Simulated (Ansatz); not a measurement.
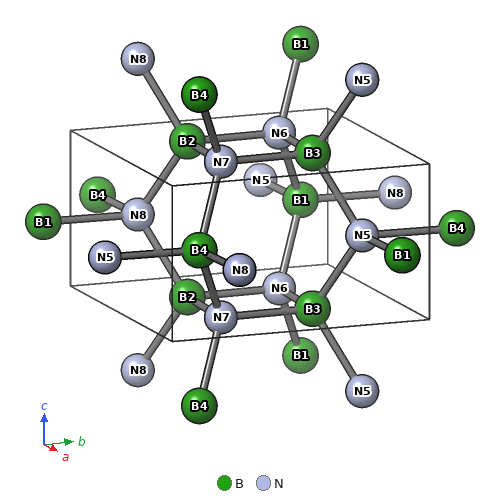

The system is BN (P4_2/mnm, No. 136; 8 atoms in the cell); the picture shows the reference structure. The energy is mapped over the lattice constants a and c of the conventional cell. The first coordinate is: lattice constant a (and b); the second: lattice constant c. Nothing is relaxed (fractional coordinates fixed). The grid has 9 × 9 points. All energies are given in meV/atom relative to the lowest grid point. The calculation used DFT PBE, scalar-relativistic, plane waves, PAW (Ansatz). Settings: cutoff 520 eV, k-mesh 6×6×10 in the order of the run's cell vectors, gaussian smearing 0.05 eV, no spin polarisation.

Its coordinates:

```
CELL_PARAMETERS angstrom
4.42268 0.00000 0.00000
0.00000 4.42268 0.00000
0.00000 0.00000 2.54919
ATOMIC_POSITIONS crystal
B 0.17428 0.82572 0.50000
B 0.32572 0.32572 0.00000
B 0.67428 0.67428 0.00000
B 0.82572 0.17428 0.50000
N 0.81261 0.81261 0.50000
N 0.31261 0.68739 0.00000
N 0.68739 0.31261 0.00000
N 0.18739 0.18739 0.50000
```

Range: lattice constant a (and b) from 4.290 to 4.555 Å; lattice constant c from 2.243 to 2.855 Å.

**What will the energy surface look like?**

The lowest grid point is at lattice constant a (and b) = 4.423 Å, lattice constant c = 2.549 Å. It is the only kind of minimum in the scanned range. The highest grid point, lattice constant a (and b) = 4.290 Å, lattice constant c = 2.243 Å, lies 429 meV/atom above the lowest. Round the minimum the two coordinates are weakly coupled (coupling 0.13 in units of the two stiffnesses). The gap on the k-mesh is 4.8 eV at the lowest point and runs from 3.5 to 4.9 eV over the map.

| lattice constant c ↓, lattice constant a (and b) → | 4.290 | 4.323 | 4.356 | 4.389 | 4.423 | 4.456 | 4.489 | 4.522 | 4.555 |
| --- | --- | --- | --- | --- | --- | --- | --- | --- | --- |
| 2.855 | 219 | 210 | 205 | 204 | 208 | 215 | 225 | 239 | 256 |
| 2.779 | 141 | 131 | 124 | 123 | 125 | 131 | 140 | 153 | 169 |
| 2.702 | 81 | 69 | 62 | 58 | 59 | 64 | 72 | 84 | 99 |
| 2.626 | 44 | 30 | 21 | 16 | 16 | 19 | 26 | 37 | 51 |
| 2.549 | 35 | 19 | 8 | 2 | 0 | 2 | 8 | 17 | 30 |
| 2.473 | 60 | 43 | 30 | 22 | 18 | 19 | 23 | 31 | 42 |
| 2.396 | 128 | 108 | 94 | 83 | 78 | 76 | 79 | 85 | 95 |
| 2.320 | 247 | 225 | 208 | 196 | 188 | 184 | 185 | 189 | 197 |
| 2.243 | 429 | 404 | 384 | 369 | 359 | 353 | 351 | 353 | 359 |

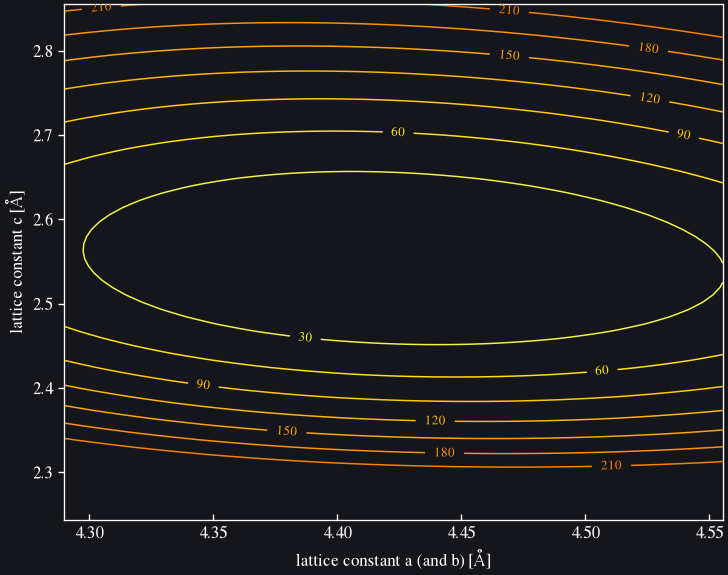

Drawn: contour lines labelled in meV/atom (none above 210). Between grid points the surface is interpolated.

Each point was launched as `ansatz run input.yaml --threads 2 --pin off --max-ram 4096MiB --backend cpu --events-out ev --progress --plain --runs-dir out`. Time for the 81 points that were run: 8.9 min on 2 threads of Arm Neoverse N1, with other jobs on the host.

PAW datasets: the set soft_1.
